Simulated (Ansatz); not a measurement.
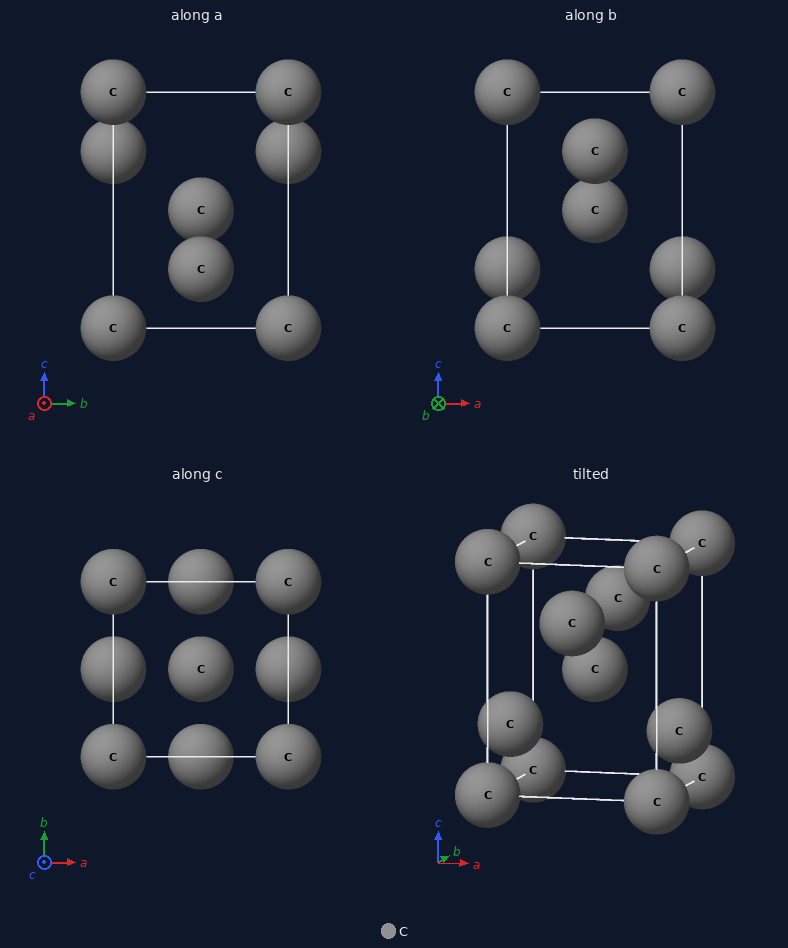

Shown here is a spheres-only view of the crystal, taken along the a axis, along the b axis, along the c axis and slightly off an axis. Lines trace the edges of the conventional unit cell.

Lattice parameters: a = 2.618 Å, b = 2.618 Å, c = 3.530 Å, α = 90.00°, β = 90.00°, γ = 90.00°. Put a along x and b in the xy plane.

Q: Turn the picture into a POSCAR file.

A:
```
C
1.0
     2.618    0.000    0.000
     0.000    2.618    0.000
     0.000    0.000    3.530
C
4
Direct
  0.0000 0.0000 0.0000
  0.0000 0.5000 0.2500
  0.5000 0.5000 0.5000
  0.5000 0.0000 0.7500
```

Origin of the cell: a structure type filled with this element by a generator (whether the element takes this form wasn't checked). The cell was then strained or its atoms displaced on purpose. It was the input of a calculation with Ansatz.
